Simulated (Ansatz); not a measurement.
## Geometry relaxation, with input and output: FeCo (part 2 of 2)

FeCo (Pm-3m, 2 atoms in the cell); DFT PBE, scalar-relativistic, plane waves, PAW, spin-polarised (Ansatz 0.2.0); cutoff 420 eV, 20×20×20 k-mesh, Gaussian smearing of 0.1 eV, collinear spins. The structure was made by a generator, so it may or may not be a known phase.

Geometry of the input (Å; fractional positions):
```
2.8493  0.0000  0.0000
0.0000  2.8493  0.0000
0.0000  0.0000  2.8493
Fe 0.0000  0.0000  0.0000
Co 0.5000  0.5000  0.5000
```

Output, continued
```
SCF iter   1: F=—  HF=-9606.770905 eV  |F-HF|=—  |Δ(HF+E_count)|=         —  Δρ=1.77e-5 (↑9.62e-6 ↓1.77e-5)  dr2=4.12e-8  dr2_m=5.61e-9  M=4.529 μB ∫|m|=4.797 μB  β_m=0.65  ethr=2.99e-9  ⟨swp⟩=4.1  Hψ=98108  notcnv=0
preconditioner: auto → none  [metal: Δε(μ)=0.005 eV  Ē_g=10.248 eV  σ=0.100 eV  W_gap=0.03  n_scr=0 (ndim 8)  ℏωp=31.9 eV  f_vac=0.000  D(μ)=1.44/eV (n_scr^D=18)]
SCF iter   2: F=—  HF=-9606.770905 eV  |F-HF|=—  |Δ(HF+E_count)|=   2.33e-8  Δρ=5.64e-6 (↑5.64e-6 ↓3.60e-6)  dr2=9.74e-9  dr2_m=1.36e-9  M=4.529 μB ∫|m|=4.797 μB  β_m=0.53  ethr=1.25e-10  ⟨swp⟩=2.1  Hψ=21510  notcnv=0
SCF iter   3: F=—  HF=-9606.770905 eV  |F-HF|=—  |Δ(HF+E_count)|=   1.33e-8  Δρ=5.97e-6 (↑5.97e-6 ↓3.82e-6)  dr2=8.07e-9  dr2_m=4.67e-10  M=4.529 μB ∫|m|=4.797 μB  β_m=0.47  ethr=2.95e-11  ⟨swp⟩=2.0  Hψ=23259  notcnv=0
SCF iter   4: F=—  HF=-9606.770905 eV  |F-HF|=—  |Δ(HF+E_count)|=  2.89e-10  Δρ=2.06e-6 (↑6.90e-7 ↓2.06e-6)  dr2=9.60e-10  dr2_m=3.07e-10  M=4.529 μB ∫|m|=4.797 μB  β_m=0.74  ethr=2.45e-11  ⟨swp⟩=2.4  Hψ=21255  notcnv=0
SCF iter   5: F=—  HF=-9606.770905 eV  |F-HF|=—  |Δ(HF+E_count)|=   5.72e-9  Δρ=1.32e-6 (↑1.32e-6 ↓8.45e-7)  dr2=3.65e-11  dr2_m=2.33e-10  M=4.529 μB ∫|m|=4.797 μB  β_m=0.87  ethr=2.91e-12  ⟨swp⟩=2.0  Hψ=22987  notcnv=0
SCF iter   6: F=—  HF=-9606.770905 eV  |F-HF|=—  |Δ(HF+E_count)|=  8.17e-10  Δρ=4.52e-7 (↑4.52e-7 ↓2.63e-7)  dr2=4.24e-11  dr2_m=1.17e-11  M=4.529 μB ∫|m|=4.797 μB  β_m=0.60  ethr=1.00e-12  ⟨swp⟩=2.0  Hψ=18639  notcnv=0
SCF iter   7: F=—  HF=-9606.770905 eV  |F-HF|=—  |Δ(HF+E_count)|=  3.46e-11  Δρ=2.02e-7 (↑8.89e-8 ↓2.02e-7)  dr2=1.15e-11  dr2_m=2.63e-12  M=4.529 μB ∫|m|=4.797 μB  β_m=0.80  ethr=1.00e-12  ⟨swp⟩=1.0  Hψ=13728  notcnv=0
SCF iter   8: F=—  HF=-9606.770905 eV  |F-HF|=—  |Δ(HF+E_count)|=  7.28e-12  Δρ=9.14e-8 (↑5.09e-8 ↓9.14e-8)  dr2=2.31e-12  dr2_m=3.73e-13  M=4.529 μB ∫|m|=4.797 μB  β_m=0.90  ethr=1.00e-12  ⟨swp⟩=1.1  Hψ=13820  notcnv=0
SCF iter   9: F=—  HF=-9606.770905 eV  |F-HF|=—  |Δ(HF+E_count)|=  9.09e-12  Δρ=3.34e-8 (↑3.34e-8 ↓2.98e-8)  dr2=2.69e-13  dr2_m=1.34e-13  M=4.529 μB ∫|m|=4.797 μB  β_m=0.95  ethr=1.00e-12  ⟨swp⟩=1.0  Hψ=13728  notcnv=0
SCF iter  10: F=-9606.770905 eV  HF=-9606.770905 eV  |F-HF|=1.46e-11  |Δ(HF+E_count)|=    0.00e0  Δρ=2.30e-7 (↑3.92e-8 ↓2.30e-7)  dr2=1.49e-11  dr2_m=1.99e-12  M=4.529 μB ∫|m|=4.797 μB  ethr=1.00e-12  ⟨swp⟩=3.0  Hψ=44795  notcnv=0
SCF 4 converged in 10 iterations: F = -9606.770905 eV  dr2 = 1.49e-11
relax step   4: F+E_penalty+E_count = -9606.77090541 eV  Δ(F+E_penalty+E_count) = +9.368e-5 eV  max|allowed force component| = 1.995e-29 eV/Å  Δτ_max = 0.0000 Å  P = +0.001 GPa  Ω = 23.024 Å³  stress off target by 1.27e-3 GPa  SCF on the basis re-selected at this cell (its energy is not comparable with the rows above)  (10 SCF iters)
```

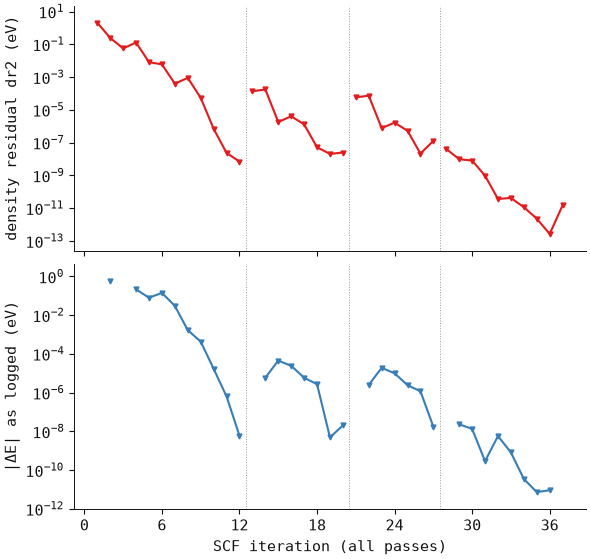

*Convergence of the self-consistent field: density residual dr2 and size of the energy change against the SCF iteration. The dotted lines part the SCF passes of the relaxation: geometry steps, rejected trials and re-solves on a re-selected basis.*

The passes take 12, 8, 7 and 10 iterations.

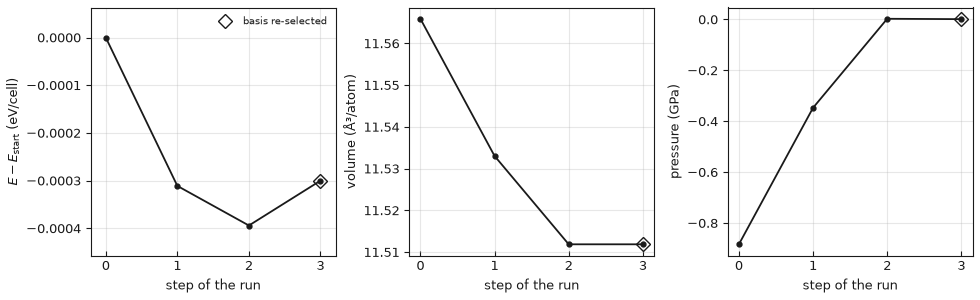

*Progress of the relaxation, step by step (the first geometry is step 0 here and step 1 in the log).*

No atom moves by more than 0.005 Å relative to the cell. Cell: a = b = c 2.849 → 2.845 Å (−0.2 %). Volume −0.5 %. The space group stays Pm-3m (No. 221). Over 2 geometry steps the energy falls by 0.4 meV per cell of the calculation. All forces vanish by symmetry, so only the cell relaxes. Pressure: −0.88 GPa at the start and 0.00 GPa at the end. A last SCF at the same geometry on a re-selected plane-wave basis shifts the energy by +0.1 meV per cell of the calculation.

```
basis re-selected at this cell: Δ(F+E_penalty+E_count) = +9.368e-5 eV, ΔP = -0.001 GPa vs the last step (what re-selecting the basis moved, of the pressure what is left beyond the Pulay correction that the steps carried, after the strain that the cell walked since its last selection, with what the two solves' SCF thresholds leave and, on support functions, any second-order correction that the steps lacked; it is no measure of the basis error at this ecutwfc). This SCF's stress stands 1.27e-3 GPa from its target on what of the cell is left free (relax.cell.stress_tol is 5.00e-2 GPa) and its largest allowed force component is 2.00e-29 eV/Å (relax.f_tol is 1.00e-2 eV/Å): within both
SCF converged after 10 iterations
Magnetization: 4.5292 μB (18.7646 up, 14.2354 down)
Absolute magnetization: 4.7980 μB (∫|ρ↑−ρ↓|, with the PAW one-centre terms)
Spin contamination: 0.0829 ħ² per cell (⟨S²⟩ above its minimum at these occupations)
Per-site moments (μB) at R_I (Å): [(2.805969287987886, 1.0162800745737683), (1.829104248806288, 1.0162800745737683)]
Free energy (F): -9606.770905 eV
Harris-Foulkes:  -9606.770905 eV  (|F-HF|=1.46e-11)
Internal energy: -9606.763690 eV  (E = F + TS)
E sigma→0 (E₀):  -9606.767297 eV
Entropy (-TS):   -0.007216 eV (-3.608 meV/atom)
Fermi energy:    18.369284 eV
--- Per-component energies (eV) ---
  E_band       = -480.919843
  E_kinetic    = 800.734209
  E_local      = -5000.199947  (includes V_loc(G=0)·N_el)
  E_nonlocal   = 674.635126
  E_hartree    = 2094.082765
  E_xc         = -276.082077
  E_vxc        = -355.877420  (∫ρ·V_xc dr)
  E_paw        = -2882.360746  (= ΣΔE_a)
  E_vpaw       = -788.378138  (= ΣTr[D̂ρ^β])
  E_aug_tail   = 0.000712  (compensation charges beyond the density's cutoff)
  E_ewald      = -5017.573733
  E_smearing   = -0.007216  (= −TS)
  E_closure    = -0.000000  (closes the sum)
  Σ components = -9606.770905   (vs F -9606.770905, Δ=0.00e0)
--- Forces (eV/Å), atoms counted from 1 ---
  atom   1  Fe     0.00000000     0.00000000    -0.00000000
  atom   2  Co    -0.00000000     0.00000000     0.00000000
  max |Σ_I F_I| component: 4.00e-29 eV/Å
--- Stress (GPa, compression-positive) ---
        0.001273      -0.000000      -0.000000
       -0.000000       0.001273      -0.000000
       -0.000000      -0.000000       0.001273
  P = ⅓ Tr σ = 0.0013 GPa (0.013 kbar)
--- Band table (eV; the first three rows and the last of 572) ---
  k-point 0 ↑: bands = ["-78.1139", "-70.6253", "-41.3522", "-41.3522", "-41.3522", "-36.6267", "-36.6267", "-36.6267", "9.2145", "12.9118", "12.9118", "15.2363", "15.2363", "15.2363", "16.3344", "16.3344", "17.4542", "17.4542", "17.4542", "27.3031", "27.3031", "27.3031", "32.9236", "32.9236"]
  k-point 1 ↑: bands = ["-78.1138", "-70.6252", "-41.3531", "-41.3521", "-41.3521", "-36.6283", "-36.6266", "-36.6266", "9.2656", "12.9323", "12.9328", "15.2359", "15.2359", "15.2494", "16.3137", "16.3427", "17.4144", "17.4144", "17.4401", "26.9012", "27.3971", "27.3971", "32.9394", "33.2303"]
  k-point 2 ↑: bands = ["-78.1135", "-70.6249", "-41.3557", "-41.3517", "-41.3517", "-36.6328", "-36.6265", "-36.6265", "9.4180", "12.9936", "12.9939", "15.2355", "15.2355", "15.2885", "16.2518", "16.3670", "17.3006", "17.3006", "17.3982", "25.9307", "27.6730", "27.6730", "32.9872", "33.8672"]
  k-point 285 ↓: bands = ["-75.8551", "-67.3200", "-39.1903", "-39.1903", "-39.1903", "-33.4704", "-33.4704", "-33.4704", "15.6808", "15.6808", "15.6808", "16.0728", "16.0728", "16.0728", "19.0034", "19.0034", "19.8961", "19.8961", "26.6899", "26.6899", "26.6899", "27.0299", "27.0299", "27.0299"]
--- Relaxed structure (3 steps of the walk, 3 accepted, 1 SCFs on fresh bases) ---
  F+E_penalty+E_count = -9606.77090541 eV   max|allowed force component| = 1.995e-29 eV/Å   (the final SCF, on the basis selected at the relaxed cell)
  cell:  # Å, volume = 23.0238 Å³
    - [2.8448464224349963, -2.808647835564719e-34, -1.4444474582904269e-34]
    - [-2.808647835564719e-34, 2.8448464224349963, 8.024708101613482e-36]
    - [1.1234591342258874e-34, 8.024708101613482e-36, 2.8448464224349963]
  atoms:
    - { symbol: Fe, position: [-2.310319421844833e-37, 1.1001521065430175e-38, 4.400608423354429e-38] }
    - { symbol: Co, position: [0.5, 0.5, 0.5] }
--- Löwdin populations: 2 sites ---
  site symbol       q [e]    m [muB]
     0     Fe     15.7417     2.8641
     1     Co     16.7722     1.8192
  spilling = 0.014730 (of n_electrons = 33.000000)
```

File populations.tsv
```
# site	symbol	l	j	q_up	q_dn
# orbitals = lowdin
# n_electrons = 33.000000
# spilling = 0.014730
0	Fe	0_3S	-	0.993681	0.994134
0	Fe	0_4S	-	0.478194	0.490539
0	Fe	1_3P	-	2.998756	2.998534
0	Fe	2_3D	-	4.832276	1.955609
1	Co	0_3S	-	0.993750	0.993757
1	Co	0_4S	-	0.474304	0.495423
1	Co	1_3P	-	2.998894	2.998220
1	Co	2_3D	-	4.828752	2.989087
```

Trajectory as extended XYZ (Å, eV, eV/Å), 4 frames, from step=1 to step=4
```
2
Lattice="2.8493 0.0000 0.0000 0.0000 2.8493 0.0000 0.0000 0.0000 2.8493" Properties=species:S:1:pos:R:3:forces:R:3 step=1 energy=-9606.77060 pressure_GPa=-0.88
Fe    0.0000    0.0000    0.0000    0.0000   0.0000   0.0000
Co    1.4246    1.4246    1.4246    0.0000   0.0000   0.0000
2
Lattice="2.8466 0.0000 0.0000 0.0000 2.8466 0.0000 0.0000 0.0000 2.8466" Properties=species:S:1:pos:R:3:forces:R:3 step=2 energy=-9606.77092 pressure_GPa=-0.35
Fe    0.0000    0.0000    0.0000    0.0000   0.0000   0.0000
Co    1.4233    1.4233    1.4233    0.0000   0.0000   0.0000
2
Lattice="2.8448 0.0000 0.0000 0.0000 2.8448 0.0000 0.0000 0.0000 2.8448" Properties=species:S:1:pos:R:3:forces:R:3 step=3 energy=-9606.77100 pressure_GPa=0.00
Fe    0.0000    0.0000    0.0000    0.0000   0.0000   0.0000
Co    1.4224    1.4224    1.4224    0.0000   0.0000   0.0000
2
Lattice="2.8448 0.0000 0.0000 0.0000 2.8448 0.0000 0.0000 0.0000 2.8448" Properties=species:S:1:pos:R:3:forces:R:3 step=4 energy=-9606.77090 pressure_GPa=0.00
Fe    0.0000    0.0000    0.0000    0.0000   0.0000   0.0000
Co    1.4224    1.4224    1.4224    0.0000   0.0000   0.0000
```

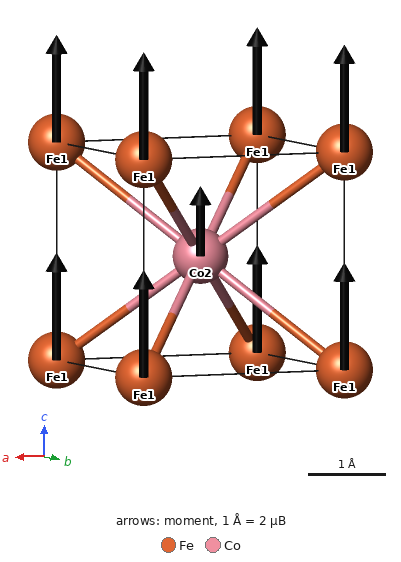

*Magnetic moments of the sites as black arrows (ball-and-stick view of the cell of the calculation, seen at an oblique angle; atoms are numbered from 1 in the order of the input); small moments hardly show. The run is collinear, so the axis drawn is arbitrary.*

Site moments: Fe1 (2.81 μB); Co2 (1.83 μB). They are counted near the atoms and needn't add up to the moment of the cell.

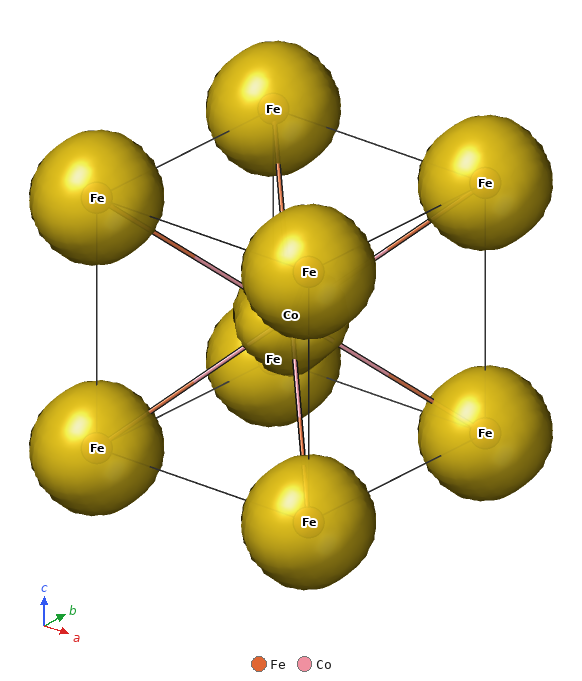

*Isosurface of the magnetisation density (up minus down) at +0.5 e/Å³ (yellow), seen at an oblique angle. Sticks mark near contacts. The outline is the cell set on symmetry axes.*

The cell of the calculation (2 atoms) carries 4.5 μB net. The fields are those of the smooth PAW valence density.

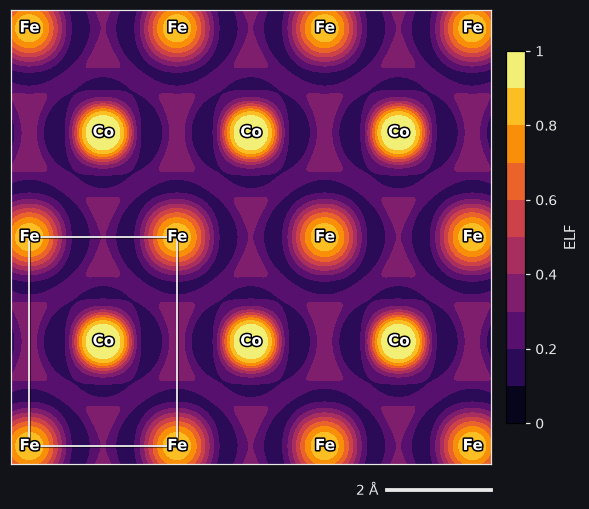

*ELF on the (011) plane of the conventional cell.*

Atoms in the plane: Fe and Co. Fe–Co (2.46 Å): the ELF is about 0.25 at the midpoint; no shared electron pair. The strong features right at Fe and Co lie inside the PAW spheres (semicore, d or f shells) and say nothing about bonding.

Summary

```json
{"quantity": "outcome", "value": "converged"}
{"quantity": "space group (tolerance 0.01 Å)", "value": "Pm-3m (221)"}
{"quantity": "electrons treated", "value": "33"}
{"quantity": "free energy", "value": "−9606.7709 eV"}
{"quantity": "Fermi energy", "value": "18.369 eV"}
{"quantity": "gap on the k-point mesh", "value": "none (metallic)"}
{"quantity": "net moment of the cell", "value": "4.53 μB"}
{"quantity": "integrated absolute moment", "value": "4.80 μB"}
{"quantity": "pressure", "value": "0.00 GPa"}
{"quantity": "final volume", "value": "23.02 Å³"}
{"quantity": "largest force (length of the vector) at the end", "value": "under 0.001 eV/Å"}
{"quantity": "final cell", "value": "a = 2.845 Å, b = 2.845 Å, c = 2.845 Å, α = 90.00°, β = 90.00°, γ = 90.00°"}
{"quantity": "hardware", "value": "1 thread of Intel Xeon (Granite Rapids), 32 GiB of memory available, shared host"}
{"quantity": "wall time", "value": "59 s"}
{"quantity": "peak memory", "value": "0.62 GiB"}
```
